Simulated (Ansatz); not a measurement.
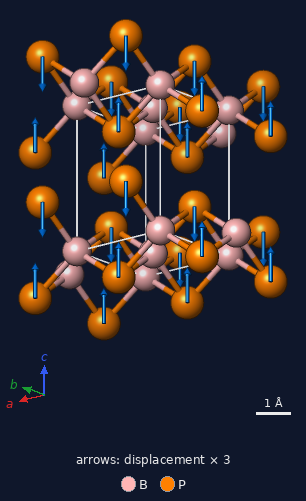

A relaxation of crystalline BP (a generated structure, set up in P4/nmm) (coarse preliminary run). The starting structure is drawn; blue arrows show the displacements (the part carried along by the change of the cell is left out), 3 times their true length.

Style: ball-and-stick. Shown: the cell of the calculation, from a free direction.

Method: Ansatz 0.2.0, DFT PBE, scalar-relativistic, plane waves, PAW.

Input file:
```yaml
crystal:
  lattice:
    - [3.17957774, 0.0, 0.0]
    - [0.0, 3.17957774, 0.0]
    - [0.0, 0.0, 4.49660197]
  atoms:
    - { symbol: B, position: [0.0, 0.0, 0.0] }
    - { symbol: B, position: [0.5, 0.5, 0.0] }
    - { symbol: P, position: [0.5, 0.0, 0.75] }
    - { symbol: P, position: [0.0, 0.5, 0.25] }
basis:
  ecutwfc: 420
kpoints:
  mp_grid: { grid: [6, 6, 4] }
hamiltonian:
  xc: pbe
scf:
  occupations: { method: gaussian, width: 0.1 }
  lower_state_search: "off"
output:
  forces: true
  stress: true
  eigenvalues: true
relax:
  adjacent_minimum: "off"
  f_tol: 0.04
  max_steps: 70
  cell: { stress_tol: 0.4 }
```

Run as
```bash
ansatz run input.yaml --threads 1 --pin off --max-ram 2048MiB --backend cpu --events-out ev --progress --plain --runs-dir out
```

Which element moves most?

Answer. Phosphorus: up to 0.37 Å, against 0.00 Å for boron.

What did the optimiser do to the structure, and how much energy did it gain?

Answer. The energy falls by 0.767 eV per cell of the calculation in 13 accepted moves (16 points after the start). The largest force component goes from 2.9 to 0.023 eV/Å. The pressure goes from 21.02 to 0.10 GPa. At 3 points the geometry stayed and the basis and grid were re-selected for the new cell (energy shift of 57.3 meV per cell of the calculation at most each time). The largest moves relative to the cell, 0.37 Å, are those of P3 and P4. P3 goes along +c. B stays in place. The drawn cell changes as follows: a = b 3.180 → 3.172 Å (−0.2 %), c 4.497 → 6.632 Å (+47.5 %); the volume changes by +46.8 %. Among the contacts that change: B1–P3 1.947 → 2.043 Å. Among the angles between lasting bonds that change: B1–P4–B1 109.5° → 101.8°, P3–B1–P3 109.5° → 101.8°, B1–P4–B2 70.5° → 66.6°. The space group stays P4/nmm (No. 129).
